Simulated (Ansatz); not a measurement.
# Be: what the fields show

Input file:

```
crystal:
  lattice:
    - [-1.2169534805, 1.2169534805, 1.3215158445]
    - [1.2169534805, -1.2169534805, 1.3215158445]
    - [1.2169534805, 1.2169534805, -1.3215158445]
  atoms:
    - { symbol: Be, position: [0.5, 0.5, 0.0] }
basis:
  ecutwfc: 420
kpoints:
  mp_grid: { grid: [32, 32, 32] }
hamiltonian:
  xc: pbe
scf:
  occupations: { method: gaussian, width: 0.1 }
output:
  forces: true
  stress: true
  eigenvalues: true
  write_density: true
  write_potential: true
  elf: true
  volumetric_format: npy
relax:
  adjacent_minimum: "off"
  f_tol: 0.01
  max_steps: 80
  cell: { stress_tol: 0.05 }
```

Command:

```sh
ansatz run input.yaml --threads 1 --pin off --max-ram 2048MiB --backend cpu --events-out ev --progress --plain --runs-dir out
```

Below, planes, directions and counts refer to the conventional cell (a = 2.50 Å, b = 2.50 Å, c = 2.50 Å, α = 90.00°, β = 90.00°, γ = 90.00°).

The fields are those of the run's last geometry, not of the input's.

Space group Im-3m; a structure generated by program, which may or may not match a known phase.

Method: DFT PBE, scalar-relativistic, plane waves, PAW (Ansatz 0.2.0).

In a PAW calculation such maps are meaningful between the atoms, not at the nuclei.

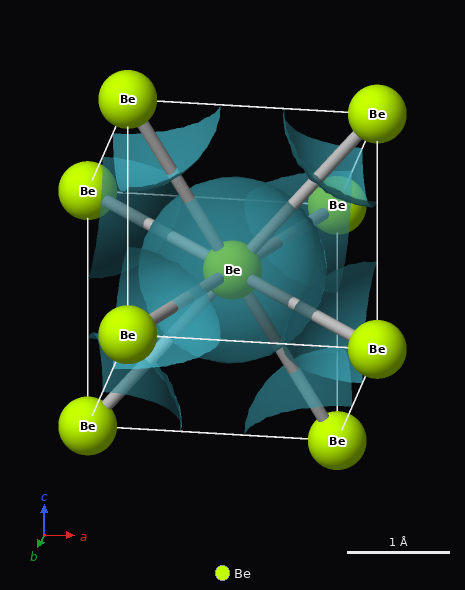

Figure 1. Isosurface of the ELF at 0.55 (cyan), seen at an oblique angle. Core shells and regions of very low density are left out. Sticks mark near contacts.

**Where are the electrons localised?**

The ELF exceeds this value in one network that runs through the whole crystal, counted in one cell of 2 atoms. Regions shared between cells count once. There are no localised bonds or lone pairs at this value. Along the contacts the grid gives the following. Be–Be (2.17 Å): the ELF reaches about 0.60 near the midpoint.

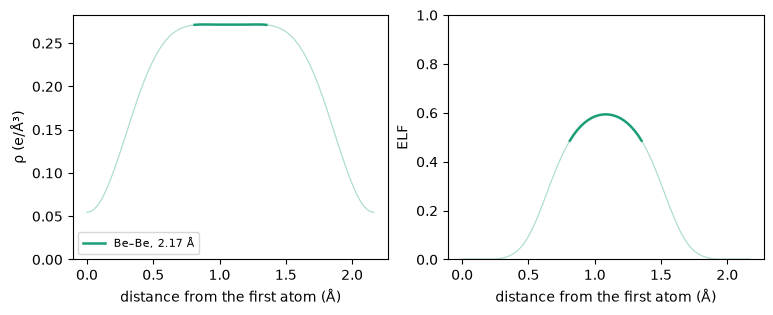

Figure 2. Valence pseudo-density and electron localisation function along straight lines between neighbouring atoms. Thin, pale parts lie inside the atomic spheres.

**What can be read from the curves?**

Be–Be (2.17 Å): ρ is about 0.27 e/Å³ halfway; the ELF reaches about 0.60 near the midpoint.

**Does the calculation make it a metal, or give it a gap?**

It is metallic or semimetallic at this level of theory: no gap opens.
